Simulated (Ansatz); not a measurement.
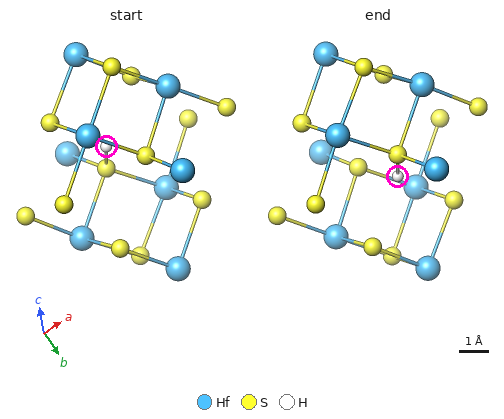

The two relaxed end points of a path for a defect cell of composition Hf4HS8 (13 atoms in the cell). The picture is a ball-and-stick view of the atoms within 4.6 Å of the middle of the path, seen from a free direction. The moving atom is ringed, with any periodic copies. Bonds to atoms that aren't drawn are left out.

Theory: Ansatz 0.2.0, DFT PBE+D3(BJ), scalar-relativistic, plane waves, PAW.

Input file:
```yaml
crystal:
  lattice:
    - [3.6058628401, 0.0, 5.7703877075]
    - [3.6058628401, 0.0, -5.7703877075]
    - [-3.6058628401, 6.2455376441, 0.0]
  atoms:
    - { symbol: Hf, position: [-0.0082275522, 0.9966286323, 0.5056528355], spin: 0.14 }
    - { symbol: Hf, position: [-0.0092718031, 0.9985924913, -0.0115283706], spin: 0.15 }
    - { symbol: Hf, position: [0.5104961036, 0.5147125897, 0.5057537528], spin: 0.14 }
    - { symbol: Hf, position: [0.4999343645, 0.4991842834, -0.0018261324], spin: 0.08 }
    - { symbol: S, position: [0.7088449602, 0.9610822076, 0.1670950835], spin: 0.02 }
    - { symbol: S, position: [0.6989608161, 0.9674779306, 0.6656761846], spin: 0.02 }
    - { symbol: S, position: [0.2072019611, 0.4592038007, 0.1672576451], spin: 0.02 }
    - { symbol: S, position: [0.2073604474, 0.4560490443, 0.662139618], spin: 0.02 }
    - { symbol: S, position: [0.2882915169, 0.0435972403, 0.3311610721] }
    - { symbol: S, position: [0.2914115872, 0.0385958833, 0.8332430365], spin: 0.01 }
    - { symbol: S, position: [0.7944127244, 0.5407961993, 0.3339336237], spin: 0.01 }
    - { symbol: S, position: [0.7958124236, 0.5427508953, 0.8334236302], spin: 0.01 }
    - { symbol: H, position: [0.3968611618, 0.9158584013, 0.3155414811], spin: 0.01 }
basis:
  ecutwfc: 420
  xc_grid: 2
kpoints:
  mp_grid: { grid: [3, 3, 3], shift: [0.0, 0.0, 0.0] }
hamiltonian:
  xc: pbe
  dispersion: d3bj
scf:
  occupations: { method: gaussian, width: 0.02 }
output:
  forces: true
magnetization:
  spin_polarized: true
neb:
  images: 5
  f_tol: 0.05
  max_iterations: 70
  order_check: false
  final_atoms:
    - { symbol: Hf, position: [0.0092718031, 1.0014075087, 0.5115283706] }
    - { symbol: Hf, position: [0.0082275522, 1.0033713677, -0.0056528355] }
    - { symbol: Hf, position: [0.5000656355, 0.5008157166, 0.5018261324] }
    - { symbol: Hf, position: [0.4895038964, 0.4852874103, -0.0057537528] }
    - { symbol: S, position: [0.7117084831, 0.9564027597, 0.1688389279] }
    - { symbol: S, position: [0.7085884128, 0.9614041167, 0.6667569635] }
    - { symbol: S, position: [0.2055872756, 0.4592038007, 0.1660663763] }
    - { symbol: S, position: [0.2041875764, 0.4572491047, 0.6665763698] }
    - { symbol: S, position: [0.2911550398, 0.0389177924, 0.3329049165] }
    - { symbol: S, position: [0.3010391839, 0.0325220694, 0.8343238154] }
    - { symbol: S, position: [0.7927980389, 0.5407961993, 0.3327423549] }
    - { symbol: S, position: [0.7926395526, 0.5439509557, 0.837860382] }
    - { symbol: H, position: [0.6031388382, 1.0841415987, 0.1844585189] }
```

Command:
```bash
ansatz run input.yaml --threads 4 --pin off --max-ram 10240MiB --backend cpu --events-out ev --progress --plain --runs-dir out
```

Question: Predict the minimum-energy path and its barrier.

Answer: The barrier is about 0.100 eV in both directions, with image 3 at the top; the ends have the same energy. The H atom travels furthest, 2.01 Å from end to end, along [3 2 −2], on a path that bends up to 0.11 Å away from the straight line. At the highest image its nearest neighbour (S) is 1.66 Å away, against 1.37 Å at the start, and the surrounding atoms stand up to 0.13 Å off the mean of their end positions. Breaking: H–S (1.37 → 2.56 Å). Forming: H–S (2.56 → 1.37 Å). The band converged in 6 iterations. The largest component of the band force went from 1.8 to 0.035 eV/Å. The climbing image converged on the top of the path. Its curvatures weren't checked.

Energies of the converged images:

| image | path (Å) | E (eV) |
| --- | --- | --- |
| 0 | 0.00 | 0.000 |
| 1 | 0.35 | 0.002 |
| 2 | 0.70 | 0.020 |
| 3 | 1.04 | 0.100 |
| 4 | 1.39 | 0.020 |
| 5 | 1.74 | 0.002 |
| 6 | 2.09 | 0.000 |

The geometry at the top of the path:

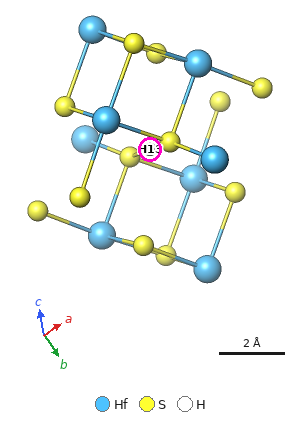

Limits of the set-up: the periodic images lie only 6.8 Å apart, so the values are limited by the cell's size.

Cost: 21 min on 4 threads of AMD EPYC 7B13 (Zen 3), on a shared host, peak memory 3.6 GiB.
